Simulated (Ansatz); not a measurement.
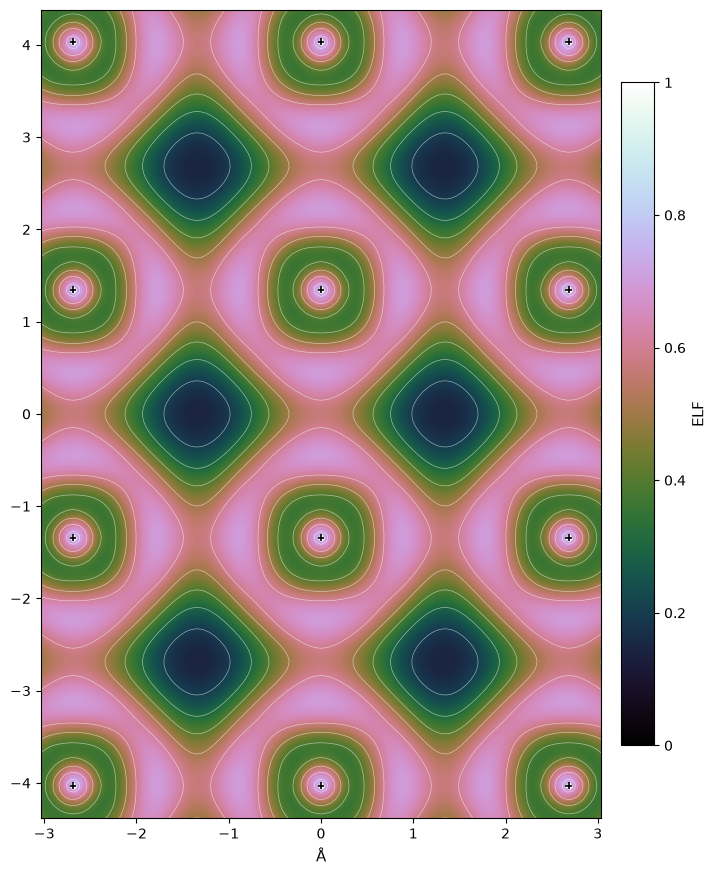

The ELF on a plane through atoms (crosses mark nuclei in the plane).

Method: DFT PBE+D3(BJ), scalar-relativistic, plane waves, PAW (Ansatz 0.2.0).

Candidates:
A. Si, a = 2.69 Å, b = 2.69 Å, c = 3.90 Å, α = 90.00°, β = 90.00°, γ = 90.00°. Space group I4/mmm; a structure from a database of computed crystals, not necessarily the ambient phase; changed on purpose from its base cell (strain +0.0250 x Voigt [0, 1, 0, 0, 0, 0], atoms carried along); computed pressure about −3 GPa in this cell.
B. C (slab), a = 2.46 Å, b = 2.46 Å, c = 23.74 Å, α = 90.00°, β = 90.00°, γ = 120.00°. 

Q: Which system is this?

A: Candidate A: Si on the (001) plane of the conventional cell, which holds Si. Si–Si (2.69 Å): the ELF peaks at about 0.70 between the atoms.
